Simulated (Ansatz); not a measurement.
A periodic structure is given below.

```cif
data_structure
_symmetry_space_group_name_H-M 'P 1'
_symmetry_Int_Tables_number 1
_cell_length_a 3.4236
_cell_length_b 3.4236
_cell_length_c 4.3286
_cell_angle_alpha 90.000
_cell_angle_beta 90.000
_cell_angle_gamma 120.000
_cell_volume 43.94
loop_
_atom_site_label
_atom_site_type_symbol
_atom_site_fract_x
_atom_site_fract_y
_atom_site_fract_z
_atom_site_occupancy
Al1 Al 0.33333 0.66667 0.75000 1
Al2 Al 0.66667 0.33333 0.25000 1
N1 N 0.33333 0.66667 0.25000 1
N2 N 0.66667 0.33333 0.75000 1
```

Question: What does this file describe?

Answer: The material is AlN. It belongs to space group P6_3/mmc (No. 194) and has a primitive hexagonal lattice. Counting shared atoms by their share gives 2 Al, 2 N, or 4 atoms. Around each Al lie five N in a distorted trigonal bipyramidal arrangement at 1.98 to 2.16 Å. N is linked to five Al in a distorted trigonal bipyramidal arrangement at 1.98 to 2.16 Å. The bonds build a three-dimensional framework.

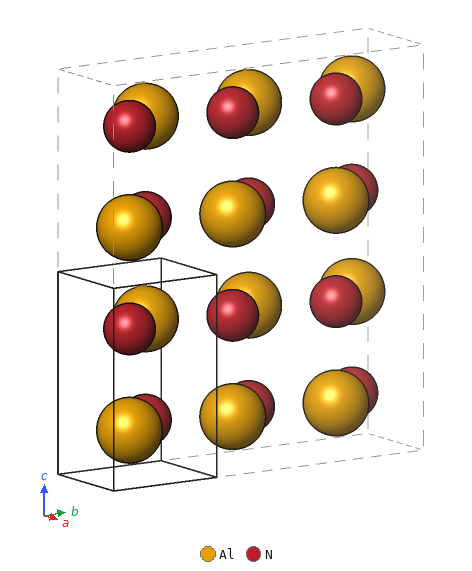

Drawn in the spheres-only manner and seen slightly off an axis. A block of 1×3×2 cells is shown, with one conventional unit cell in solid outline. Colours: aluminium orange, nitrogen red.

It derives from a structure listed in the Materials Project. The cell was then strained or its atoms displaced on purpose. Ansatz was used for an electronic-structure calculation on it.

At this level of theory the cell isn't at rest (stretched, at -24 GPa), so its distances can differ from those at equilibrium, the more so the softer the solid.
